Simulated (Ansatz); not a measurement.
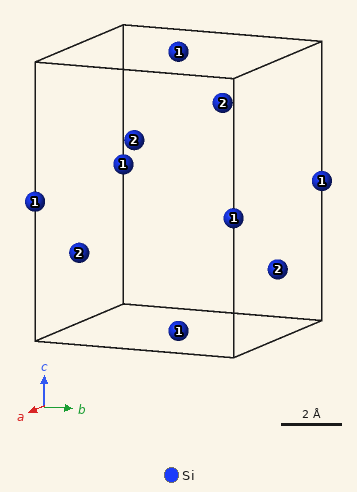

Figure 1. The input geometry (ball-and-stick view of the cell 2 times as large as that of the calculation, set on its symmetry axes, seen slightly off an axis; atoms are numbered from 1 in the order of the input).

**Run report: Si, single-point calculation**

System: Si (I4₁/amd, 2 atoms in the cell).
Method: DFT, r2SCAN, plane waves, PAW, no spin polarisation (Ansatz 0.2.0).

The structure derives from an entry of the Crystallography Open Database. Some settings of this run were made unusual or wrong on purpose. Figures and captions count atoms from 1; the log counts them from 0 in places.

Output:
```
Engine: ansatz 0.2.0, x86_64-unknown-linux-gnu
Pseudopotentials: kind: paw
Pseudopotential: Si, paw, valence charge 4, recommended cutoff 500 eV (meta_gga), Si.paw.azcp
Functional definition: r2SCAN
  parameter k0 = 0.174
  parameter k1 = 0.065
  parameter a1 = 4.9479
  exchange = r2scan_x(k0 = k0, k1 = k1, a1 = a1)
  correlation = r2scan_c
Crystal: 2 atoms, lattice volume = 249.979 Å³
Basis set: ecut = 500 eV, 6413 PW (Γ), exchange–correlation on 216×216×216 points (64 copies of the dense FFT grid, shifted against one another)
Bands: 8, of which v1, the nominal top of the filled ones, is band 4 counted from 1 (3 counted from 0)
Symmetry: 16 space group operations
Space group: I41/amd (ITA 141), of the structure as read, at distance tolerance 6.3e-5 Å
k-points: 102 of 1000
Non-local potential: Si, projectors of the file, l = 0: 2, l = 1: 2, l = 2: 2
PAW form: soft (Blöchl's): semilocal exchange-correlation on the pseudo side does not see the compensation charge
PAW frozen core: Si, regenerated for the run's functional (the file was generated under x = pbe(κ = 0.804, μ = 0.2195149727645171), c = pbe(β = 0.06672455060314922))
PAW one-centre angular grid: Si, 302 points (default); XC on 160 Gauss nodes
Initial density: superposition of atomic densities (neutral atoms: chi_scale 0, normalization atom), corrected by the library's trained network
Initial wavefunctions: pseudopotential atomic-orbital guess
Functional: x = r2scan, c = r2scan; τ floored in thin density (d = 2e-4 eV/Å³)
SCF iter   1: F=—  HF=-1268.777467 eV  |F-HF|=—  |Δ(HF+E_count)|=         —  Δρ=2.80e-3  dr2=3.71e-2  dr2_τ=7.82e-4  ethr=1.77e-3  ⟨swp⟩=6.6  Hψ=7072  notcnv=0
preconditioner: auto → LDOS  [metal: Δε(μ)=0.005 eV  Ē_g=4.259 eV  σ=0.050 eV  W_gap=0.05  n_scr=14 (ndim 8)  ℏωp=6.6 eV  f_vac=0.278  D(μ)=5.58/eV (n_scr^D=26)  β→1.0]
SCF iter   2: F=—  HF=-1268.827987 eV  |F-HF|=—  |Δ(HF+E_count)|=   5.05e-2  Δρ=9.25e-4  dr2=4.58e-3  dr2_τ=2.97e-5  ethr=4.63e-4  ⟨swp⟩=2.5  Hψ=2400  notcnv=0
SCF iter   3: F=—  HF=-1268.829102 eV  |F-HF|=—  |Δ(HF+E_count)|=   1.11e-3  Δρ=3.02e-4  dr2=6.32e-4  dr2_τ=1.48e-6  ethr=5.73e-5  ⟨swp⟩=2.6  Hψ=1529  notcnv=0
SCF iter   4: F=—  HF=-1268.829322 eV  |F-HF|=—  |Δ(HF+E_count)|=   2.20e-4  Δρ=6.38e-5  dr2=2.38e-5  dr2_τ=1.42e-7  ethr=7.90e-6  ⟨swp⟩=2.5  Hψ=1245  notcnv=0
SCF iter   5: F=—  HF=-1268.829362 eV  |F-HF|=—  |Δ(HF+E_count)|=   4.00e-5  Δρ=1.75e-5  dr2=1.63e-6  dr2_τ=7.05e-9  ethr=2.97e-7  ⟨swp⟩=2.0  Hψ=1238  notcnv=0
SCF iter   6: F=-1268.829364 eV  HF=-1268.829364 eV  |F-HF|=1.42e-7  |Δ(HF+E_count)|=   2.09e-6  Δρ=3.48e-6  dr2=4.40e-8  dr2_τ=4.93e-10  ethr=1.25e-9  ⟨swp⟩=5.0  Hψ=5071  notcnv=0
SCF 1 converged in 6 iterations: F = -1268.829364 eV  dr2 = 4.40e-8
  greatest PAW one-centre occupation: 0.760 electrons in one spin orbital (limit 2), on the Si atom at site 1 (counted from 0), in its partial waves of l = 0
```

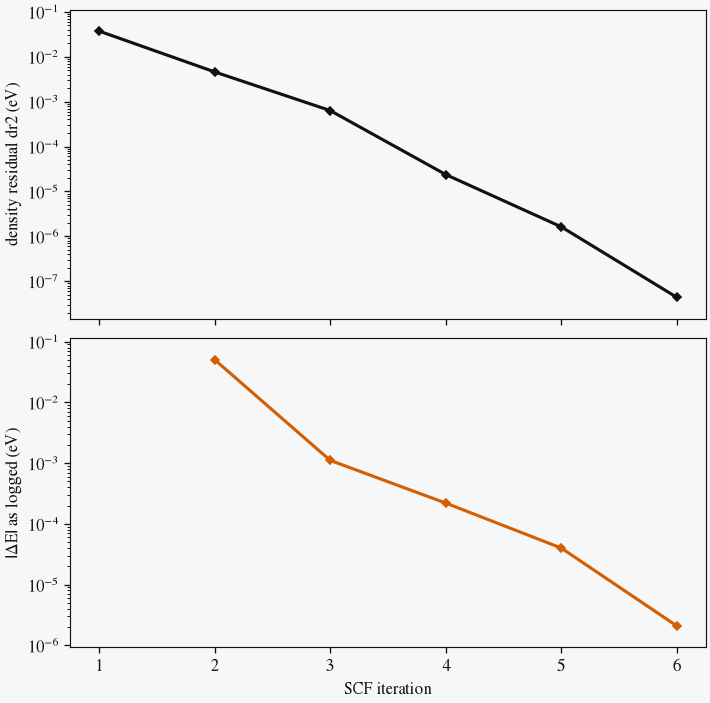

Figure 2. Convergence of the self-consistent field: density residual dr2 and size of the energy change against the SCF iteration. The residual falls at every step.

```
SCF converged after 6 iterations
Free energy (F): -1268.829364 eV
Harris-Foulkes:  -1268.829364 eV  (|F-HF|=1.42e-7)
Internal energy: -1268.822766 eV  (E = F + TS)
E sigma→0 (E₀):  -1268.826065 eV
Entropy (-TS):   -0.006598 eV (-3.299 meV/atom)
Fermi energy:    -2.836430 eV
--- Per-component energies (eV) ---
  E_band       = -50.214472
  E_kinetic    = 62.767855
  E_local      = -177.885807  (includes V_loc(G=0)·N_el)
  E_nonlocal   = 49.576869
  E_hartree    = 48.478088
  E_xc         = -91.061137
  E_vxc        = -83.886930  (∫ρ·V_xc dr)
  E_paw        = -1036.318633  (= ΣΔE_a)
  E_vpaw       = -2.179366  (= ΣTr[D̂ρ^β])
  E_aug_tail   = 0.000012  (compensation charges beyond the density's cutoff)
  E_vtau       = 4.436271  (kinetic-family band-sum trace: ∫τ·v_τ [+ j·A + Jᵃ·Aᵃ] dr)
  E_ewald      = -124.227147
  E_core_change = -0.152866  (= ΣΔE_core)
  E_smearing   = -0.006598  (= −TS)
  E_closure    = 0.000000  (closes the sum)
  Σ components = -1268.829364   (vs F -1268.829364, Δ=0.00e0)
--- Forces (eV/Å), atoms counted from 1 ---
  atom   1  Si    -0.00000000     0.00000000    -0.00000000
  atom   2  Si     0.00000000     0.00000000     0.00000000
  max |Σ_I F_I| component: 0.00e0 eV/Å
--- Stress (GPa, compression-positive) ---
       -2.406421       0.000000       0.000000
        0.000000      -2.086794       0.000000
        0.000000       0.000000      -2.406421
  P = ⅓ Tr σ = -2.2999 GPa (-22.999 kbar)
--- Band table (eV; the first three rows and the last of 102) ---
  k-point 0: bands = ["-9.8600", "-9.1327", "-2.8175", "-2.8175", "-2.7156", "-2.0124", "-1.8855", "-1.8855"]
  k-point 1: bands = ["-9.8480", "-9.1476", "-2.8368", "-2.8304", "-2.7362", "-1.9946", "-1.8716", "-1.8620"]
  k-point 2: bands = ["-9.8139", "-9.1894", "-2.8831", "-2.8667", "-2.7880", "-1.9455", "-1.8293", "-1.8052"]
  k-point 101: bands = ["-9.5138", "-9.5138", "-3.1597", "-3.1597", "-2.4242", "-2.4242", "-1.4282", "-1.4282"]
```

This output came from the following input.

Input:
```yaml
crystal:
  lattice:
    - [0.0, 4.74663244, 5.13149453]
    - [5.13149453, 0.0, 5.13149453]
    - [5.13149453, 4.74663244, 0.0]
  atoms:
    - { symbol: Si, position: [0.5, 0.5, 0.5] }
    - { symbol: Si, position: [0.75, 0.75, 0.75] }
basis:
  ecutwfc: 500
kpoints:
  mp_grid: { grid: [10, 10, 10] }
hamiltonian:
  xc: r2scan
scf:
  occupations: { method: gaussian, width: 0.05 }
  max_iter: 80
output:
  forces: true
  eigenvalues: true
  stress: true
```

Launch command:
```bash
ansatz run input.yaml --threads 1 --pin off --max-ram 2560MiB --backend cpu --events-out ev --progress --plain --runs-dir out
```

What the run reported:

- outcome: converged
- space group (tolerance 0.01 Å): I4₁/amd (141)
- electrons treated: 8
- free energy: −1268.8294 eV
- Fermi energy: −2.836 eV
- gap on the k-point mesh: none (metallic)
- pressure: −2.30 GPa
- largest force (length of the vector): under 0.001 eV/Å
- hardware: 1 thread of Intel Xeon (Granite Rapids), 192 GiB of memory available, shared host
- wall time: 14 s
- peak memory: 1.2 GiB

Diagnosis:

A setting was made wrong on purpose: a lattice typed in bohr (`crystal.lattice`). Numbers in bohr are read as ångström, so the cell is 1.89 times too large and the atoms hardly bond. The run converged all the same; its numbers are those of the faulty input and shouldn't be used.
